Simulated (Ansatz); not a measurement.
## Nb: geometry relaxation (part 2 of 2)

Nb (2 atoms in the cell); DFT, PBE, PAW with Ansatz's default frozen-core files, scalar-relativistic, no spin polarisation (Ansatz 0.2.0); cutoff 420 eV, 16×16×9 k-mesh, Fermi–Dirac smearing of 0.05 eV. Its volume is 0.92 times that of the source entry. It belongs to a series of runs on one base structure; here: shape and atoms relaxed at 0.92 of the volume.

Geometry of the input (Å; fractional positions):
```
2.7898  0.0000  0.0000
-1.3949  2.4160  0.0000
0.0000  0.0000  5.0958
Nb 0.3333  0.6667  0.2500
Nb 0.6667  0.3333  0.7500
```

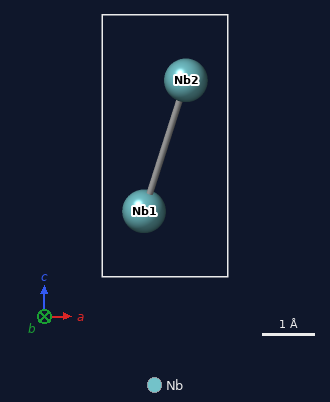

Figure 1. The geometry at step 2 of the log (ball-and-stick view of the cell of the calculation, along the b axis; atoms are numbered from 1 in the order of the input).

## Log, continued
```
SCF iter   1: F=—  HF=-9103.853186 eV  |F-HF|=—  |Δ(HF+E_count)|=         —  Δρ=5.08e-4  dr2=9.91e-5  ethr=1.81e-7  ⟨swp⟩=3.2  Hψ=17690  notcnv=0
eigensolver tolerance schedule calibrated: the retry pair's looser diagonalisation under-reported the residual by θ = 0.53 (0.12/decade); ethr = c·dr2/N_el runs at the constant in force after the calibration composes with the one it found (an armed cap, an earlier calibration), c = 6.5e-2
preconditioner: auto → Kerker (q_TF=auto, 2.605 Å⁻¹)  [metal: Δε(μ)=0.001 eV  Ē_g=4.209 eV  σ=0.050 eV  W_gap=0.01  n_scr=10 (ndim 8)  ℏωp=20.0 eV  f_vac=0.000  D(μ)=2.59/eV (n_scr^D=34)]
SCF iter   2: F=—  HF=-9103.853164 eV  |F-HF|=—  |Δ(HF+E_count)|=   2.27e-5  Δρ=2.98e-4  dr2=3.59e-5  ethr=1.81e-7  ⟨swp⟩=1.2  Hψ=2722  notcnv=0
SCF iter   3: F=—  HF=-9103.853152 eV  |F-HF|=—  |Δ(HF+E_count)|=   1.18e-5  Δρ=3.86e-5  dr2=2.82e-7  ethr=8.94e-8  ⟨swp⟩=2.4  Hψ=3794  notcnv=0
iter 4 did not close the SCF: its close was put off for the readings that it lacked (scf_convergence_deferred on its scf_iter line)
SCF iter   4: F=-9103.853152 eV  HF=-9103.853152 eV  |F-HF|=1.27e-9  |Δ(HF+E_count)|=   7.56e-9  Δρ=5.33e-6  dr2=4.51e-9  ethr=7.03e-10  ⟨swp⟩=2.4  Hψ=4058  notcnv=0
iter 5 did not close the SCF: its close was put off for the readings that it lacked (scf_convergence_deferred on its scf_iter line)
SCF iter   5: F=-9103.853152 eV  HF=-9103.853152 eV  |F-HF|=2.36e-11  |Δ(HF+E_count)|=   1.72e-9  Δρ=7.80e-7  dr2=1.14e-10  ethr=1.13e-11  ⟨swp⟩=2.3  Hψ=3932  notcnv=0
SCF iter   6: F=-9103.853152 eV  HF=-9103.853152 eV  |F-HF|=1.82e-12  |Δ(HF+E_count)|=  3.46e-11  Δρ=1.28e-7  dr2=4.71e-12  ethr=1.00e-12  ⟨swp⟩=4.0  Hψ=10498  notcnv=0
SCF 3 converged in 6 iterations: F = -9103.853152 eV  dr2 = 4.71e-12
relax step   3: F+E_penalty+E_count = -9103.85315171 eV  Δ(F+E_penalty+E_count) = -3.608e-4 eV  max|allowed force component| = 6.939e-17 eV/Å  Δτ_max = 0.0000 Å  P = +15.746 GPa  Ω = 34.346 Å³  energy of the carried Pulay correction = +6.328e-7 eV  fix = [volume]  reactions: volume +15.746 GPa  (6 SCF iters, dr2 threshold 2.00e-7 eV, accepted)
Initial wavefunctions: pseudopotential atomic-orbital guess (no wavefunctions were taken with the density)
iter 1 solved again at ethr=4.69e-8 eV; its pass at ethr=3.10e-3 eV (dr2=1.22e-5 eV) is discarded
SCF iter   1: F=—  HF=-9103.853150 eV  |F-HF|=—  |Δ(HF+E_count)|=         —  Δρ=8.34e-6  dr2=3.08e-9  ethr=4.69e-8  ⟨swp⟩=3.0  Hψ=18564  notcnv=0
preconditioner: auto → Kerker (q_TF=auto, 2.605 Å⁻¹)  [metal: Δε(μ)=0.003 eV  Ē_g=4.209 eV  σ=0.050 eV  W_gap=0.01  n_scr=10 (ndim 8)  ℏωp=20.0 eV  f_vac=0.000  D(μ)=2.59/eV (n_scr^D=34)]
SCF iter   2: F=—  HF=-9103.853149 eV  |F-HF|=—  |Δ(HF+E_count)|=   8.88e-7  Δρ=4.39e-6  dr2=8.21e-10  ethr=1.19e-11  ⟨swp⟩=2.1  Hψ=4548  notcnv=0
iter 3 did not close the SCF: its close was put off for the readings that it lacked (scf_convergence_deferred on its scf_iter line)
SCF iter   3: F=-9103.853149 eV  HF=-9103.853149 eV  |F-HF|=1.82e-12  |Δ(HF+E_count)|=   1.23e-9  Δρ=2.80e-7  dr2=7.39e-12  ethr=3.16e-12  ⟨swp⟩=2.0  Hψ=4194  notcnv=0
iter 4 did not close the SCF: its close was put off for the readings that it lacked (scf_convergence_deferred on its scf_iter line)
SCF iter   4: F=-9103.853149 eV  HF=-9103.853149 eV  |F-HF|=3.64e-12  |Δ(HF+E_count)|=  1.82e-12  Δρ=4.81e-8  dr2=1.89e-13  ethr=1.00e-12  ⟨swp⟩=1.0  Hψ=2550  notcnv=0
iter 5 did not close the SCF: its close was put off for the readings that it lacked (scf_convergence_deferred on its scf_iter line)
SCF iter   5: F=-9103.853149 eV  HF=-9103.853149 eV  |F-HF|=1.82e-12  |Δ(HF+E_count)|=  1.82e-12  Δρ=8.88e-9  dr2=1.59e-14  ethr=1.00e-12  ⟨swp⟩=1.0  Hψ=2550  notcnv=0
iter 6 did not close the SCF: its close was put off for the readings that it lacked (scf_convergence_deferred on its scf_iter line)
SCF iter   6: F=-9103.853149 eV  HF=-9103.853149 eV  |F-HF|=1.82e-12  |Δ(HF+E_count)|=  1.82e-12  Δρ=2.94e-9  dr2=1.99e-15  ethr=1.00e-12  ⟨swp⟩=1.0  Hψ=2550  notcnv=0
SCF iter   7: F=-9103.853149 eV  HF=-9103.853149 eV  |F-HF|=0.00e0  |Δ(HF+E_count)|=    0.00e0  Δρ=2.97e-10  dr2=1.50e-17  ethr=1.00e-12  ⟨swp⟩=2.0  Hψ=6548  notcnv=0
SCF 4 converged in 7 iterations: F = -9103.853149 eV  dr2 = 1.50e-17
relax step   4: F+E_penalty+E_count = -9103.85314880 eV  Δ(F+E_penalty+E_count) = +2.915e-6 eV  max|allowed force component| = 6.939e-17 eV/Å  Δτ_max = 0.0000 Å  P = +15.746 GPa  Ω = 34.346 Å³  fix = [volume]  reactions: volume +15.746 GPa  stress off target by 1.18e-2 GPa on what of the cell is left free  SCF on the basis re-selected at this cell (its energy is not comparable with the rows above)  (7 SCF iters)
basis re-selected at this cell: Δ(F+E_penalty+E_count) = +2.915e-6 eV, ΔP = +0.000 GPa vs the last step (what re-selecting the basis moved, of the pressure what is left beyond the Pulay correction that the steps carried, after the strain that the cell walked since its last selection, with what the two solves' SCF thresholds leave and, on support functions, any second-order correction that the steps lacked; it is no measure of the basis error at this ecutwfc). This SCF's stress stands 1.18e-2 GPa from its target on what of the cell is left free (relax.cell.stress_tol is 4.00e-2 GPa) and its largest allowed force component is 6.94e-17 eV/Å (relax.f_tol is 5.00e-3 eV/Å): within both
SCF converged after 7 iterations
Free energy (F): -9103.853149 eV
Harris-Foulkes:  -9103.853149 eV  (|F-HF|=0.00e0)
Internal energy: -9103.832172 eV  (E = F + TS)
E sigma→0 (E₀):  -9103.842661 eV
Entropy (-TS):   -0.020976 eV (-10.488 meV/atom)
Fermi energy:    19.177660 eV
--- Per-component energies (eV) ---
  E_band       = -107.289338
  E_kinetic    = 796.125310
  E_local      = -1342.094971  (includes V_loc(G=0)·N_el)
  E_nonlocal   = 240.902391
  E_hartree    = 421.406006
  E_xc         = -353.200716
  E_vxc        = -428.755837  (∫ρ·V_xc dr)
  E_paw        = -6147.426763  (= ΣΔE_a)
  E_vpaw       = -216.278258  (= ΣTr[D̂ρ^β])
  E_aug_tail   = 0.000014  (compensation charges beyond the density's cutoff)
  E_ewald      = -2719.543445
  E_smearing   = -0.020976  (= −TS)
  E_closure    = 0.000000  (closes the sum)
  Σ components = -9103.853149   (vs F -9103.853149, Δ=0.00e0)
--- Forces (eV/Å), atoms counted from 1 ---
  atom   1  Nb     0.00000000    -0.00000000    -0.00000000
  atom   2  Nb     0.00000000     0.00000000     0.00000000
  max |Σ_I F_I| component: 6.94e-18 eV/Å
--- Stress (GPa, compression-positive) ---
       15.739770       0.000000       0.000000
        0.000000      15.739770      -0.000000
        0.000000      -0.000000      15.757444
  P = ⅓ Tr σ = 15.7457 GPa (157.457 kbar)
--- Band table (eV; the first three rows and the last of 150) ---
  k-point 0: bands = ["-35.4801", "-35.2983", "-12.1285", "-10.8935", "-10.6600", "-10.6600", "-10.5494", "-10.5494", "12.8226", "15.0493", "18.0810", "19.4362", "19.4362", "19.9297", "19.9470", "19.9470", "21.8935"]
  k-point 1: bands = ["-35.4747", "-35.3039", "-12.0936", "-10.9335", "-10.6567", "-10.6567", "-10.5527", "-10.5527", "12.9337", "15.0544", "18.0384", "19.4252", "19.4252", "19.6934", "19.9085", "19.9085", "21.9863"]
  k-point 2: bands = ["-35.4592", "-35.3200", "-11.9926", "-11.0476", "-10.6472", "-10.6472", "-10.5624", "-10.5624", "13.2517", "15.0492", "17.9298", "19.1123", "19.4075", "19.4075", "19.8072", "19.8072", "22.2396"]
  k-point 149: bands = ["-35.0825", "-35.0800", "-11.9312", "-11.9248", "-11.7064", "-11.6658", "-11.0828", "-11.0685", "16.5680", "16.6540", "17.2727", "17.4552", "18.7363", "18.8266", "20.3308", "20.5936", "23.7519"]
--- Relaxed structure (3 steps of the walk, 3 accepted, 1 SCFs on fresh bases) ---
  F+E_penalty+E_count = -9103.85314880 eV   max|allowed force component| = 6.939e-17 eV/Å   (the final SCF, on the basis selected at the relaxed cell)
  cell:  # Å, volume = 34.3460 Å³
    - [2.795588470757385, 5.234195069580653e-34, 1.077385500598442e-19]
    - [-1.3977942353786925, 2.421050634202786, -5.386927502992401e-20]
    - [1.9679737052198243e-19, -4.025635552266633e-33, 5.074570622665552]
  atoms:
    - { symbol: Nb, position: [0.3333333333333333, 0.6666666666666666, 0.25] }
    - { symbol: Nb, position: [0.6666666666666667, 0.3333333333333333, 0.7500000000000001] }
```

## File v_z.tsv
```
# z_ang	v_es[eV]	v_tot[eV]
# format = ansatz-planar-average/11
# xc	pbe
# density_cutoff_ev	1680
# datasets	Nb=:simpson_from_first_knot:soft
# lattice	2.795588471	0.000000000	0.000000000
# lattice	-1.397794235	2.421050634	-0.000000000
# lattice	0.000000000	-0.000000000	5.074570623
# sites	2
# site	41	0.000000000	1.614033756	1.268642656
# site	41	1.397794235	0.807016878	3.805927967
0.000000	1.857437e1	8.518578e0
0.140960	1.815024e1	8.068136e0
0.281921	1.675615e1	6.428671e0
0.422881	1.414684e1	3.194242e0
0.563841	1.034217e1	-1.569808e0
0.704801	5.803039e0	-7.250814e0
0.845762	1.254228e0	-1.290923e1
0.986722	-2.579833e0	-1.763032e1
1.127682	-5.128511e0	-2.072593e1
1.268643	-6.021617e0	-2.179998e1
1.409603	-5.128511e0	-2.072593e1
1.550563	-2.579833e0	-1.763032e1
1.691524	1.254228e0	-1.290923e1
1.832484	5.803039e0	-7.250814e0
1.973444	1.034217e1	-1.569808e0
2.114404	1.414684e1	3.194242e0
2.255365	1.675615e1	6.428671e0
2.396325	1.815024e1	8.068136e0
2.537285	1.857437e1	8.518578e0
2.678246	1.815024e1	8.068136e0
2.819206	1.675615e1	6.428671e0
2.960166	1.414684e1	3.194242e0
3.101126	1.034217e1	-1.569808e0
3.242087	5.803039e0	-7.250814e0
3.383047	1.254228e0	-1.290923e1
3.524007	-2.579833e0	-1.763032e1
3.664968	-5.128511e0	-2.072593e1
3.805928	-6.021617e0	-2.179998e1
3.946888	-5.128511e0	-2.072593e1
4.087849	-2.579833e0	-1.763032e1
4.228809	1.254228e0	-1.290923e1
4.369769	5.803039e0	-7.250814e0
4.510729	1.034217e1	-1.569808e0
4.651690	1.414684e1	3.194242e0
4.792650	1.675615e1	6.428671e0
4.933610	1.815024e1	8.068136e0
```

## Trajectory as extended XYZ (Å, eV, eV/Å), 4 frames, from step=1 to step=4
```
2
Lattice="2.7898 0.0000 0.0000 -1.3949 2.4160 0.0000 0.0000 0.0000 5.0958" Properties=species:S:1:pos:R:3:forces:R:3 step=1 energy=-9103.85257 pressure_GPa=15.80
Nb    0.0000    1.6107    1.2740    0.0000   0.0000   0.0000
Nb    1.3949    0.8053    3.8219    0.0000   0.0000   0.0000
2
Lattice="2.8001 0.0000 0.0000 -1.4000 2.4250 0.0000 0.0000 0.0000 5.0582" Properties=species:S:1:pos:R:3:forces:R:3 step=2 energy=-9103.85279 pressure_GPa=15.71
Nb    0.0000    1.6166    1.2646    0.0000   0.0000   0.0000
Nb    1.4000    0.8083    3.7937    0.0000   0.0000   0.0000
2
Lattice="2.7956 0.0000 0.0000 -1.3978 2.4211 0.0000 0.0000 0.0000 5.0746" Properties=species:S:1:pos:R:3:forces:R:3 step=3 energy=-9103.85315 pressure_GPa=15.75
Nb    0.0000    1.6140    1.2686    0.0000   0.0000   0.0000
Nb    1.3978    0.8070    3.8059    0.0000   0.0000   0.0000
2
Lattice="2.7956 0.0000 0.0000 -1.3978 2.4211 0.0000 0.0000 0.0000 5.0746" Properties=species:S:1:pos:R:3:forces:R:3 step=4 energy=-9103.85315 pressure_GPa=15.75
Nb    0.0000    1.6140    1.2686    0.0000   0.0000   0.0000
Nb    1.3978    0.8070    3.8059    0.0000   0.0000   0.0000
```

## Key numbers

```json
{"quantity": "outcome", "value": "converged"}
{"quantity": "space group (tolerance 0.01 Å)", "value": "P6₃/mmc (194)"}
{"quantity": "electrons treated", "value": "26"}
{"quantity": "free energy", "value": "−9103.8531 eV"}
{"quantity": "Fermi energy", "value": "19.178 eV"}
{"quantity": "pressure", "value": "15.75 GPa"}
{"quantity": "final volume", "value": "34.35 Å³"}
{"quantity": "largest force (length of the vector) at the end", "value": "under 0.001 eV/Å"}
{"quantity": "final cell", "value": "a = 2.796 Å, b = 2.796 Å, c = 5.075 Å, α = 90.00°, β = 90.00°, γ = 120.00°"}
{"quantity": "hardware", "value": "1 thread of Arm Neoverse V1, 24 GiB of memory available, shared host"}
{"quantity": "wall time", "value": "21 s"}
{"quantity": "peak memory", "value": "0.36 GiB"}
```

The cell is under a pressure of 15.7 GPa at this level, so it is not at its equilibrium volume.
